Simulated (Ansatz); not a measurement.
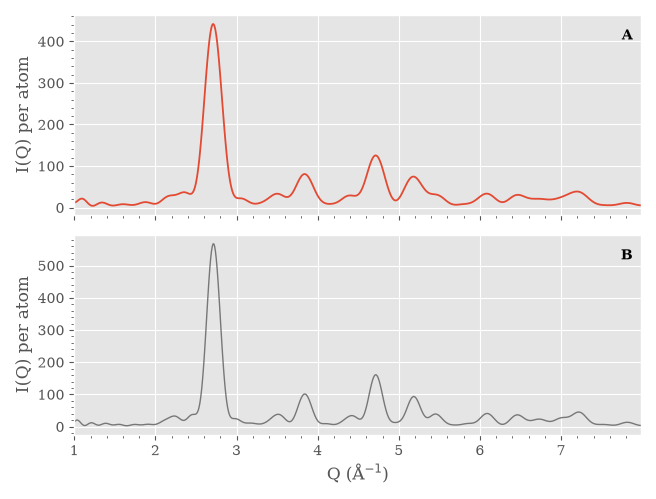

X-ray scattering of spheres cut from the crystal structure of Al (P6/mmm, a = 4.605 Å, b = 4.605 Å, c = 2.850 Å, α = 90.00°, β = 90.00°, γ = 120.00°), calculated atom by atom with the Debye equation (B = 0.5 Å², no relaxation of the surface). It is based on the geometry relaxed with DFT, revPBE, plane waves (420 eV) with PAW, scalar-relativistic (Ansatz); the starting structure was generated, so it need not be a known form of this composition.

The spheres are 28 and 36 Å across. Which curve is which?

Answer. curve A: 28 Å (669 atoms); curve B: 36 Å (1423 atoms). Peak widths go roughly as 2π/D, so the largest sphere has the sharpest peaks.

Index the main peaks of the largest sphere.

Answer. Q ≈ 2.72 Å⁻¹: 101 + 110; Q ≈ 3.51 Å⁻¹: 111; Q ≈ 3.84 Å⁻¹: 201; Q ≈ 4.72 Å⁻¹: 211 + 300; Q ≈ 5.18 Å⁻¹: 112; Q ≈ 6.09 Å⁻¹: 311.
